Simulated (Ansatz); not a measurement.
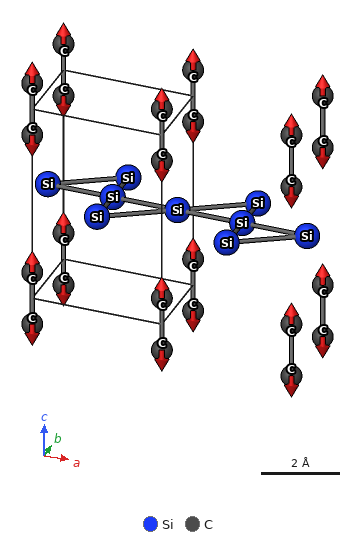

A relaxation of crystalline Si3C2 (a generated structure, set up in P6/mmm) (coarse preliminary run). The starting structure is drawn; red arrows show the displacements (the part carried along by the change of the cell is left out), magnified 5 times.

Style: ball-and-stick. Shown: the cell of the calculation, repeated 2 × 1 × 1 with one cell outlined, slightly off an axis.

All numbers below come from DFT PBE, scalar-relativistic, plane waves, PAW (Ansatz). Settings: plane-wave cutoff 420 eV; k-point mesh 6 × 6 × 4; occupations gaussian; smearing width 0.1 eV; no spin polarisation; cell and atoms relaxed; force threshold 0.04 eV/Å; at most 70 steps.

Atoms of which element are displaced furthest, and by how much?

Carbon: up to 0.12 Å, against 0.00 Å for silicon.

What happened in the run?

After 7 accepted moves (8 points after the start) the energy has fallen by 276 meV per atom. The largest force component goes from 2.3 to 0.0058 eV/Å. The pressure goes from 11.60 to 0.19 GPa. The SCF was repeated once at an unchanged geometry on a basis and grid sized afresh for the cell, which shifted the energy by 3.2 meV per atom at most. The largest moves relative to the cell, 0.12 Å, are those of C atoms. Si stays in place. The drawn cell changes as follows: a = b 4.382 → 4.760 Å (+8.6 %), c 4.994 → 4.050 Å (−18.9 %); the volume changes by −4.3 %. Some distances before and after: Si–Si 2.191 → 2.380 Å, C–C 1.366 → 1.339 Å. The space group stays P6/mmm (No. 191).
